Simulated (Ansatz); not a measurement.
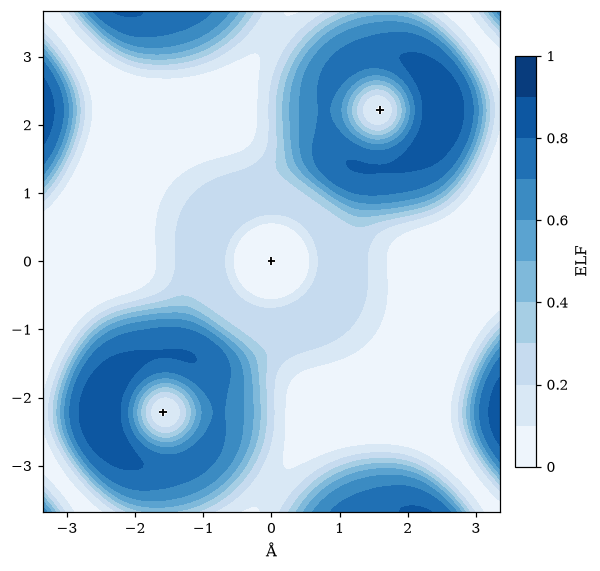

The electron localisation function on a plane through atoms (crosses mark nuclei in the plane).

All numbers below come from Ansatz, DFT PBE+D3(BJ), scalar-relativistic, plane waves, PAW.

Candidates:
A. SnSe2, a = 3.84 Å, b = 3.84 Å, c = 6.01 Å, α = 90.00°, β = 90.00°, γ = 120.00°. Space group P-3m1.
B. C (slab), a = 2.47 Å, b = 2.47 Å, c = 23.70 Å, α = 90.00°, β = 90.00°, γ = 120.00°. 
C. HC6 (slab), a = 2.47 Å, b = 2.47 Å, c = 25.70 Å, α = 90.00°, β = 90.00°, γ = 120.00°. The program warned that a starting moment wasn't kept; spin-polarised, but the moments vanished.

Which candidate gave the map?

Candidate A: SnSe2 on the (110) plane of the conventional cell, which holds Sn and Se. Sn–Se (2.73 Å): the ELF is about 0.60 at the midpoint.
